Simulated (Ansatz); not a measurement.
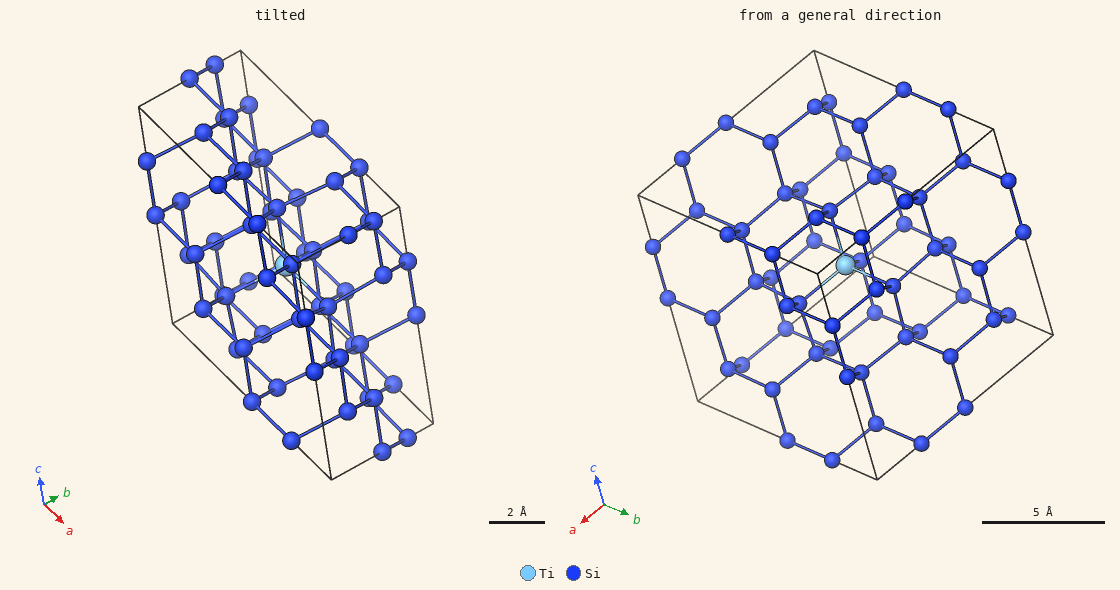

Structure drawing (ball-and-stick), viewed slightly off an axis and from a general direction. The frame is the supercell; atoms at its boundary are shown with their periodic copies. The host is Si, in a cell of 32 sites, and the cell is neutral.

### What defect is present?

Titanium on a silicon site (a substitutional impurity). It is bonded to four Si in a tetrahedral arrangement at about 2.5 Å.

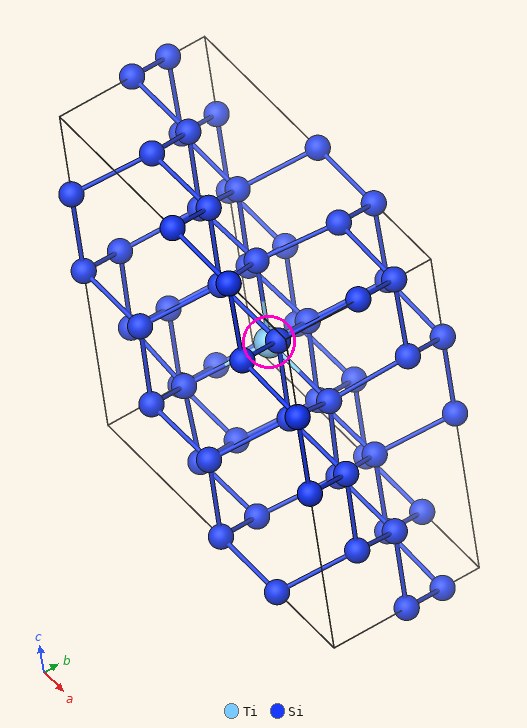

The same cell with a ring at the defect's site.

The atoms were relaxed in the host's cell with Ansatz 0.2.0, DFT PBEsol, scalar-relativistic, plane waves, PAW.
